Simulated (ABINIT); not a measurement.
**Phonons q calculation, with input and output: CoO (part 1 of 3)**

CoO (Fm-3m, 2 atoms in the cell), computed with Kohn-Sham DFT of a periodic cell, PBE, PseudoDojo NC SR PBE v0.4.1 standard, spin-polarised (ABINIT 10.8.3).

The structure derives from an entry of the Crystallography Open Database.

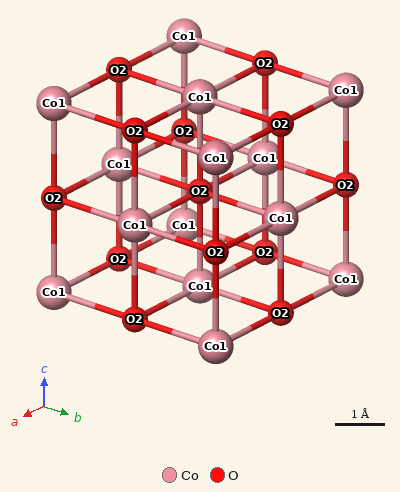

**Figure 1.** The structure as given in the input (ball-and-stick view of the cell 4 times as large as that of the calculation, set on its symmetry axes, seen at an oblique angle; atoms are numbered from 1 in the order of the input). An atom can appear more than once, as a periodic image. Near neighbours in the periodic cell (some may lie outside the picture): Co has 6 O at 2.12 Å; O has 6 Co at 2.12 Å.

Key numbers:

| quantity | value |
| --- | --- |
| outcome | converged |
| space group (tolerance 0.01 Å) | Fm-3m (225) |
| electrons treated | 23 |
| free energy | −4613.2441 eV |
| Fermi energy | 9.104 eV |
| net moment of the cell | 2.99 μB |
| pressure | 0.19 GPa |
| largest force (length of the vector) | under 0.001 eV/Å |
| hardware | 4 threads of Intel Xeon (Sapphire Rapids), 176 GiB of memory available, shared host |
| wall time | 47 min (CPU time 3.1 h) |
| peak memory | 2.2 GiB |

Further notes kept with the run: chneut/=0 not allowed with q/=0 => chneut reset to 0 locally; asr/=0 not allowed with q/=0 => asr reset to 0 locally. Points of doubt noted for this run: k mesh coarse for metal response.

Input file:
```
# Datasets
ndtset 2

# Pseudopotentials
pp_dirpath "./"
pseudos "Co.upf, O.upf"

# Structure
acell 5.6751705908 5.6751705908 5.6751705908
rprim
     0.0000000000     0.7071067812     0.7071067812
     0.7071067812     0.0000000000     0.7071067812
     0.7071067812     0.7071067812     0.0000000000
ntypat 2
znucl 27 8
natom 2
typat 1 2
chkprim 0
chksymtnons 0
tolsym 1.0e-6
xred
            0.0            0.0            0.0
            1/2            1/2            1/2

# Plane-wave basis
ecut 48.0
ecutsm 0.5

# k points
ngkpt 6 6 6
nshiftk 4
shiftk
     0.5000000000     0.5000000000     0.5000000000
     0.5000000000     0.0000000000     0.0000000000
     0.0000000000     0.5000000000     0.0000000000
     0.0000000000     0.0000000000     0.5000000000

# Exchange and correlation
ixc 11

# Bands and occupations
nband 20
occopt 3
tsmear 0.00183747

# Spin
nsppol 2
spinat
     0.0000000000     0.0000000000     2.0000000000
     0.0000000000     0.0000000000     0.0000000000

# SCF cycle
nstep 80

# Output
prteig 0
prtebands 0
prtwf 0
prtden 0
prtpot 0

# Dataset 1: ground state
kptopt1 1
tolvrs1 1.0e-15
prtwf1 1
tolwfr1 1.0e-14
nbdbuf1 4
nline1 6

# Dataset 2: atomic displacements at q = 0.5 0.0 0.5
rfphon2 1
rfatpol2 1 2
rfdir2 1 1 1
getwfk2 1
kptopt2 3
nqpt2 1
qpt2 1/2 0.0 1/2
tolvrs2 1.0e-8
```

Launched with:
```bash
mpirun --bind-to none -np 4 abinit run.abi > log 2>&1
```

Output:
```
.Version 10.8.3 of ABINIT
 DATASET    1 : space group Fm -3 m (#225); Bravais cF (face-center cubic)
================================================================================
 Values of the parameters that define the memory need for DATASET  1.
     intxc =       0    ionmov =       0      iscf =       7    lmnmax =       6
     lnmax =       6     mgfft =      36  mpssoang =       3    mqgrid =    3001
     natom =       2  nloc_mem =       1    nspden =       2   nspinor =       1
    nsppol =       2      nsym =      48    n1xccc =    2501    ntypat =       2
    occopt =       3   xclevel =       2
       mpw =        2065          nfft =       46656          nkpt =          28
================================================================================
================================================================================

 DATASET    2 : space group Fm -3 m (#225); Bravais cF (face-center cubic)
================================================================================
 Values of the parameters that define the memory need for DATASET  2 (RF).
     intxc =       0      iscf =       7    lmnmax =       6     lnmax =       6
     mgfft =      36  mpssoang =       3    mqgrid =    3001     natom =       2
  nloc_mem =       1    nspden =       2   nspinor =       1    nsppol =       2
      nsym =      48    n1xccc =    2501    ntypat =       2    occopt =       3
   xclevel =       2
      nfft =       46656          nkpt =         864
================================================================================
================================================================================

--------------------------------------------------------------------------------
------------- Echo of variables that govern the present computation ------------
--------------------------------------------------------------------------------
 -outvars: echo values of preprocessed input variables --------
            acell      5.6751705908E+00  5.6751705908E+00  5.6751705908E+00 Bohr
              amu      5.89332000E+01  1.59994000E+01
          chkprim           0
      chksymtnons           0
             ecut      4.80000000E+01 Hartree
           ecutsm      5.00000000E-01 Hartree
           getwfk1          0
           getwfk2          1
              ixc          11
           jdtset        1    2
                       outvar_i_n : Printing only first  50 k-points.
           kptopt1          1
           kptopt2          3
         kptrlatt        6   -6    6     -6    6    6     -6   -6    6
          kptrlen      4.81554193E+01
            natom           2
            nband1         20
            nband2         20
           nbdbuf1          4
           nbdbuf2          2
           ndtset           2
            ngfft          36      36      36
             nkpt1         28
             nkpt2        864
            nline1          6
            nline2          4
             nqpt1          0
             nqpt2          1
           nspden           2
           nsppol           2
            nstep          80
             nsym          48
           ntypat           2
                       prtocc : prtvol=0, do not print more k-points.
                       1.000000  1.000000  1.000000  1.000000  1.000000  1.000000
                       1.000000  1.000000  1.000000  1.000000  1.000000  1.000000
                       0.000000  0.000000  0.000000  0.000000  0.000000  0.000000
                       0.000000  0.000000
                       1.000000  1.000000  1.000000  1.000000  1.000000  1.000000
                       1.000000  1.000000  1.000000  1.000000  1.000000  1.000000
                       0.000000  0.000000  0.000000  0.000000  0.000000  0.000000
                       0.000000  0.000000
                       1.000000  1.000000  1.000000  1.000000  1.000000  1.000000
                       1.000000  1.000000  1.000000  1.000000  1.000000  1.000000
                       0.000000  0.000000  0.000000  0.000000  0.000000  0.000000
                       0.000000  0.000000
                       1.000000  1.000000  1.000000  1.000000  1.000000  1.000000
                       1.000000  1.000000  1.000000  1.000000  1.000000  1.000000
                       0.000000  0.000000  0.000000  0.000000  0.000000  0.000000
                       0.000000  0.000000
                       1.000000  1.000000  1.000000  1.000000  1.000000  1.000000
                       1.000000  1.000000  1.000000  1.000000  1.000000  1.000000
                       0.000000  0.000000  0.000000  0.000000  0.000000  0.000000
                       0.000000  0.000000
                       1.000000  1.000000  1.000000  1.000000  1.000000  1.000000
                       1.000000  1.000000  1.000000  1.000000  1.000000  1.000000
                       0.000000  0.000000  0.000000  0.000000  0.000000  0.000000
                       0.000000  0.000000
                       1.000000  1.000000  1.000000  1.000000  1.000000  1.000000
                       1.000000  1.000000  1.000000  1.000000  1.000000  1.000000
                       0.000000  0.000000  0.000000  0.000000  0.000000  0.000000
                       0.000000  0.000000
                       1.000000  1.000000  1.000000  1.000000  1.000000  1.000000
                       1.000000  1.000000  1.000000  1.000000  1.000000  1.000000
                       0.000000  0.000000  0.000000  0.000000  0.000000  0.000000
                       0.000000  0.000000
                       1.000000  1.000000  1.000000  1.000000  1.000000  1.000000
                       1.000000  1.000000  1.000000  1.000000  1.000000  1.000000
                       0.000000  0.000000  0.000000  0.000000  0.000000  0.000000
                       0.000000  0.000000
                       1.000000  1.000000  1.000000  1.000000  1.000000  1.000000
                       1.000000  1.000000  1.000000  1.000000  1.000000  1.000000
                       0.000000  0.000000  0.000000  0.000000  0.000000  0.000000
                       0.000000  0.000000
                       1.000000  1.000000  1.000000  1.000000  1.000000  1.000000
                       1.000000  1.000000  1.000000  1.000000  1.000000  1.000000
                       0.000000  0.000000  0.000000  0.000000  0.000000  0.000000
                       0.000000  0.000000
                       1.000000  1.000000  1.000000  1.000000  1.000000  1.000000
                       1.000000  1.000000  1.000000  1.000000  1.000000  1.000000
                       0.000000  0.000000  0.000000  0.000000  0.000000  0.000000
                       0.000000  0.000000
                       1.000000  1.000000  1.000000  1.000000  1.000000  1.000000
                       1.000000  1.000000  1.000000  1.000000  1.000000  1.000000
                       0.000000  0.000000  0.000000  0.000000  0.000000  0.000000
                       0.000000  0.000000
                       1.000000  1.000000  1.000000  1.000000  1.000000  1.000000
                       1.000000  1.000000  1.000000  1.000000  1.000000  1.000000
                       0.000000  0.000000  0.000000  0.000000  0.000000  0.000000
                       0.000000  0.000000
                       1.000000  1.000000  1.000000  1.000000  1.000000  1.000000
                       1.000000  1.000000  1.000000  1.000000  1.000000  1.000000
                       0.000000  0.000000  0.000000  0.000000  0.000000  0.000000
                       0.000000  0.000000
                       1.000000  1.000000  1.000000  1.000000  1.000000  1.000000
                       1.000000  1.000000  1.000000  1.000000  1.000000  1.000000
                       0.000000  0.000000  0.000000  0.000000  0.000000  0.000000
                       0.000000  0.000000
                       1.000000  1.000000  1.000000  1.000000  1.000000  1.000000
                       1.000000  1.000000  1.000000  1.000000  1.000000  1.000000
                       0.000000  0.000000  0.000000  0.000000  0.000000  0.000000
                       0.000000  0.000000
                       1.000000  1.000000  1.000000  1.000000  1.000000  1.000000
                       1.000000  1.000000  1.000000  1.000000  1.000000  1.000000
                       0.000000  0.000000  0.000000  0.000000  0.000000  0.000000
                       0.000000  0.000000
                       1.000000  1.000000  1.000000  1.000000  1.000000  1.000000
                       1.000000  1.000000  1.000000  1.000000  1.000000  1.000000
                       0.000000  0.000000  0.000000  0.000000  0.000000  0.000000
                       0.000000  0.000000
                       1.000000  1.000000  1.000000  1.000000  1.000000  1.000000
                       1.000000  1.000000  1.000000  1.000000  1.000000  1.000000
                       0.000000  0.000000  0.000000  0.000000  0.000000  0.000000
                       0.000000  0.000000
                       1.000000  1.000000  1.000000  1.000000  1.000000  1.000000
                       1.000000  1.000000  1.000000  1.000000  1.000000  1.000000
                       0.000000  0.000000  0.000000  0.000000  0.000000  0.000000
                       0.000000  0.000000
                       1.000000  1.000000  1.000000  1.000000  1.000000  1.000000
                       1.000000  1.000000  1.000000  1.000000  1.000000  1.000000
                       0.000000  0.000000  0.000000  0.000000  0.000000  0.000000
                       0.000000  0.000000
                       1.000000  1.000000  1.000000  1.000000  1.000000  1.000000
                       1.000000  1.000000  1.000000  1.000000  1.000000  1.000000
                       0.000000  0.000000  0.000000  0.000000  0.000000  0.000000
                       0.000000  0.000000
                       1.000000  1.000000  1.000000  1.000000  1.000000  1.000000
                       1.000000  1.000000  1.000000  1.000000  1.000000  1.000000
                       0.000000  0.000000  0.000000  0.000000  0.000000  0.000000
                       0.000000  0.000000
                       1.000000  1.000000  1.000000  1.000000  1.000000  1.000000
                       1.000000  1.000000  1.000000  1.000000  1.000000  1.000000
                       0.000000  0.000000  0.000000  0.000000  0.000000  0.000000
                       0.000000  0.000000
                       1.000000  1.000000  1.000000  1.000000  1.000000  1.000000
                       1.000000  1.000000  1.000000  1.000000  1.000000  1.000000
                       0.000000  0.000000  0.000000  0.000000  0.000000  0.000000
                       0.000000  0.000000
                       1.000000  1.000000  1.000000  1.000000  1.000000  1.000000
                       1.000000  1.000000  1.000000  1.000000  1.000000  1.000000
                       0.000000  0.000000  0.000000  0.000000  0.000000  0.000000
                       0.000000  0.000000
                       1.000000  1.000000  1.000000  1.000000  1.000000  1.000000
                       1.000000  1.000000  1.000000  1.000000  1.000000  1.000000
                       0.000000  0.000000  0.000000  0.000000  0.000000  0.000000
                       0.000000  0.000000
                       1.000000  1.000000  1.000000  1.000000  1.000000  1.000000
                       1.000000  1.000000  1.000000  1.000000  1.000000  1.000000
                       0.000000  0.000000  0.000000  0.000000  0.000000  0.000000
                       0.000000  0.000000
                       1.000000  1.000000  1.000000  1.000000  1.000000  1.000000
                       1.000000  1.000000  1.000000  1.000000  1.000000  1.000000
                       0.000000  0.000000  0.000000  0.000000  0.000000  0.000000
                       0.000000  0.000000
                       1.000000  1.000000  1.000000  1.000000  1.000000  1.000000
                       1.000000  1.000000  1.000000  1.000000  1.000000  1.000000
                       0.000000  0.000000  0.000000  0.000000  0.000000  0.000000
                       0.000000  0.000000
                       1.000000  1.000000  1.000000  1.000000  1.000000  1.000000
                       1.000000  1.000000  1.000000  1.000000  1.000000  1.000000
                       0.000000  0.000000  0.000000  0.000000  0.000000  0.000000
                       0.000000  0.000000
                       1.000000  1.000000  1.000000  1.000000  1.000000  1.000000
                       1.000000  1.000000  1.000000  1.000000  1.000000  1.000000
                       0.000000  0.000000  0.000000  0.000000  0.000000  0.000000
                       0.000000  0.000000
                       1.000000  1.000000  1.000000  1.000000  1.000000  1.000000
                       1.000000  1.000000  1.000000  1.000000  1.000000  1.000000
                       0.000000  0.000000  0.000000  0.000000  0.000000  0.000000
                       0.000000  0.000000
                       1.000000  1.000000  1.000000  1.000000  1.000000  1.000000
                       1.000000  1.000000  1.000000  1.000000  1.000000  1.000000
                       0.000000  0.000000  0.000000  0.000000  0.000000  0.000000
                       0.000000  0.000000
                       1.000000  1.000000  1.000000  1.000000  1.000000  1.000000
                       1.000000  1.000000  1.000000  1.000000  1.000000  1.000000
                       0.000000  0.000000  0.000000  0.000000  0.000000  0.000000
                       0.000000  0.000000
                       1.000000  1.000000  1.000000  1.000000  1.000000  1.000000
                       1.000000  1.000000  1.000000  1.000000  1.000000  1.000000
                       0.000000  0.000000  0.000000  0.000000  0.000000  0.000000
                       0.000000  0.000000
                       1.000000  1.000000  1.000000  1.000000  1.000000  1.000000
                       1.000000  1.000000  1.000000  1.000000  1.000000  1.000000
                       0.000000  0.000000  0.000000  0.000000  0.000000  0.000000
                       0.000000  0.000000
                       1.000000  1.000000  1.000000  1.000000  1.000000  1.000000
                       1.000000  1.000000  1.000000  1.000000  1.000000  1.000000
                       0.000000  0.000000  0.000000  0.000000  0.000000  0.000000
                       0.000000  0.000000
                       1.000000  1.000000  1.000000  1.000000  1.000000  1.000000
                       1.000000  1.000000  1.000000  1.000000  1.000000  1.000000
                       0.000000  0.000000  0.000000  0.000000  0.000000  0.000000
                       0.000000  0.000000
                       1.000000  1.000000  1.000000  1.000000  1.000000  1.000000
                       1.000000  1.000000  1.000000  1.000000  1.000000  1.000000
                       0.000000  0.000000  0.000000  0.000000  0.000000  0.000000
                       0.000000  0.000000
                       1.000000  1.000000  1.000000  1.000000  1.000000  1.000000
                       1.000000  1.000000  1.000000  1.000000  1.000000  1.000000
                       0.000000  0.000000  0.000000  0.000000  0.000000  0.000000
                       0.000000  0.000000
                       1.000000  1.000000  1.000000  1.000000  1.000000  1.000000
                       1.000000  1.000000  1.000000  1.000000  1.000000  1.000000
                       0.000000  0.000000  0.000000  0.000000  0.000000  0.000000
                       0.000000  0.000000
                       1.000000  1.000000  1.000000  1.000000  1.000000  1.000000
                       1.000000  1.000000  1.000000  1.000000  1.000000  1.000000
                       0.000000  0.000000  0.000000  0.000000  0.000000  0.000000
                       0.000000  0.000000
```
